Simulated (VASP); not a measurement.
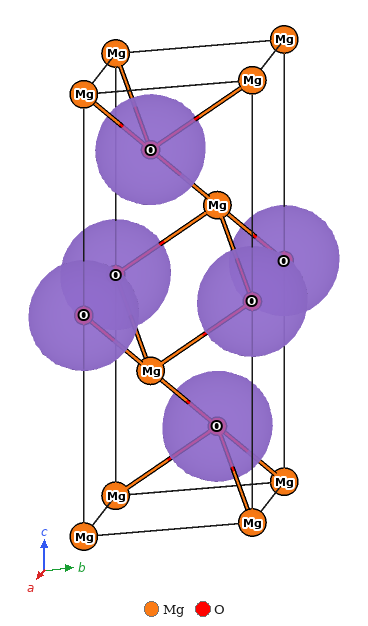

Figure 1: MgO. Isosurface of the valence charge density (pseudo) at 0.5 e/Å³ (purple), seen slightly off an axis. Sticks mark near contacts.

Space group R-3m; a generated structure, not necessarily the stable one; changed on purpose from its base cell (shear 111 strain +3.6%).

Level of theory: VASP 6.6.1, Kohn-Sham DFT of a periodic cell, PBE, VASP PAW PBE potentials, recommended.

What does this surface tell about the bonding?

Answer. At this value the density breaks into separate islands; it holds about 70 % of the electrons treated as valence. It bridges none of the near contacts. It is pinched off along the shortest Mg–O (2.13 Å) contacts. On the grid the lowest density along these lines, outside the cores, is 0.23 e/Å³ (Mg–O, 2.13 Å).

Metal or insulator at this level of theory?

Answer. It is gapped, with a Kohn–Sham gap of 4.3 eV on the k-point mesh (the band edges may lie off the mesh, which would make the gap smaller).
